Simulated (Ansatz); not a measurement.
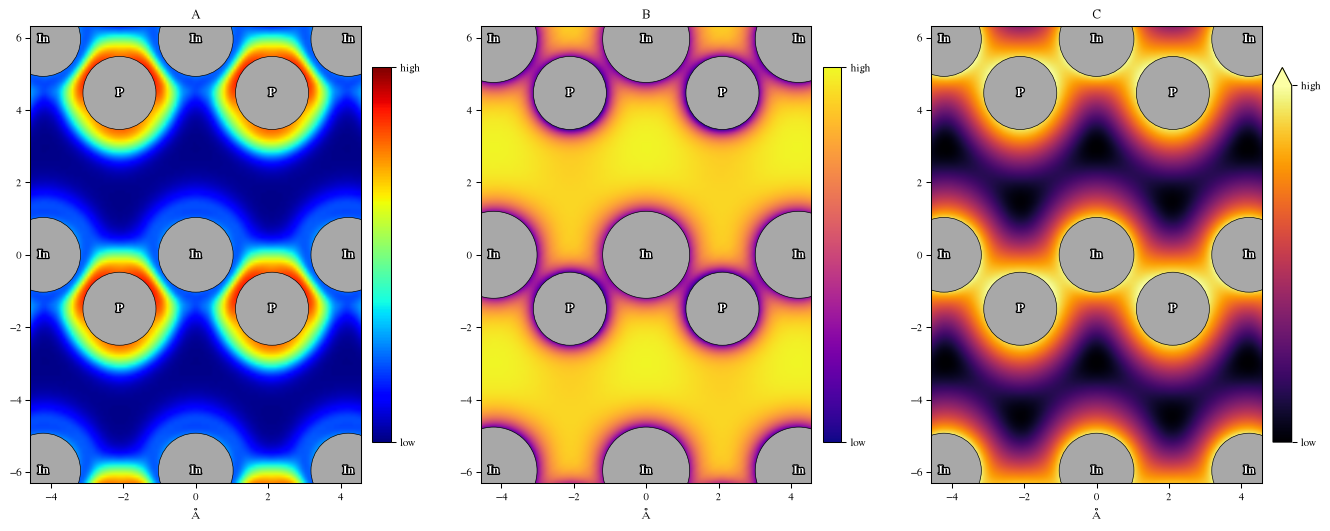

InP: 3 fields on the (011̄) plane of the calculation cell, with unlabelled colour scales. Grey discs cover the atomic cores.

Space group F-43m.

Level of theory: DFT PBE, scalar-relativistic, plane waves, PAW in Ansatz.

**Which field does each panel show? The fields are: electron localisation function, electrostatic potential energy of an electron and valence pseudo-density.**

Panel A: electron localisation function. Panel B: electrostatic potential energy of an electron (low next to the atoms, rising into the space between them). Panel C: valence pseudo-density. From the grid: In–P (2.58 Å): the density is about 0.43 e/Å³ at the midpoint; the ELF peaks at about 0.90 in the valence shell of P, 0.8 Å from its nucleus, and is about 0.55 at the midpoint.
